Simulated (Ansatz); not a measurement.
System: PtSe2, space group P-3m1, 3 atoms in the cell, 1T (CdI2) bulk type, epitaxial (xy) strain −4.0%.

```
Pt Se
1.0
     3.57950    0.00000    0.00000
    -1.78975    3.09994    0.00000
     0.00000    0.00000    5.81649
Pt Se
1 2
Direct
  0.00000 0.00000 0.00000
  0.33333 0.66667 0.23794
  0.66667 0.33333 0.76206
```

Method: DFT, HSE06, plane waves, PAW, no spin polarisation, 6×6×4 k mesh (Ansatz).

What will the density of states look like?

There is a gap; over the k points computed it is 1.21 eV (indirect; the smallest direct gap is 1.42 eV). Within the window shown, the tallest peak of the filled states lies 3.5 eV under the valence-band top, at about 4.5 states per eV and cell.

The atoms aren't at rest in this cell (largest force 0.3 eV/Å), so the relaxed material can differ. Spin-orbit coupling is left out, which matters for Pt.

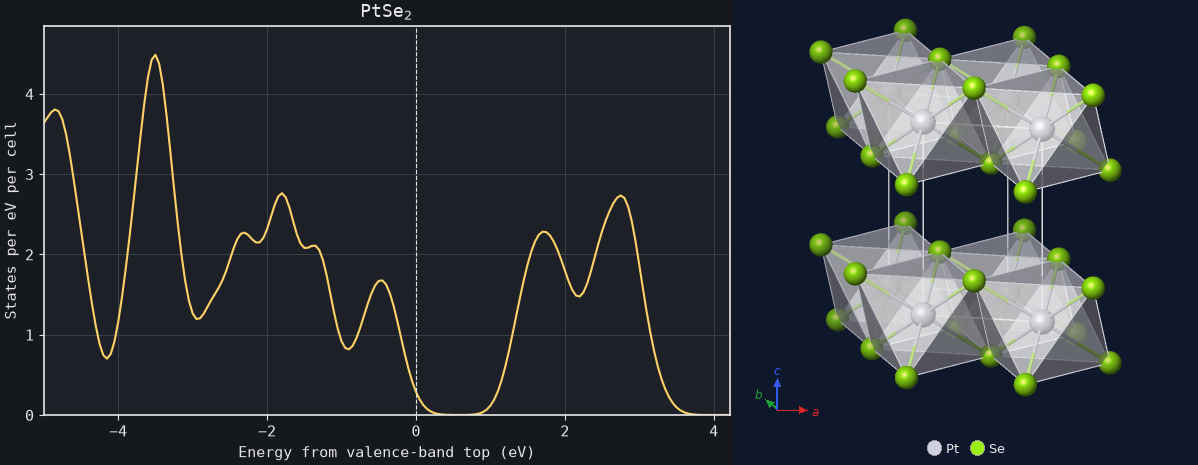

Density of states, beside the structure. Energies are counted from the top of the valence band. The curve is built from the levels of the k mesh with Gaussians 0.4 eV wide, which also blur the band edges.
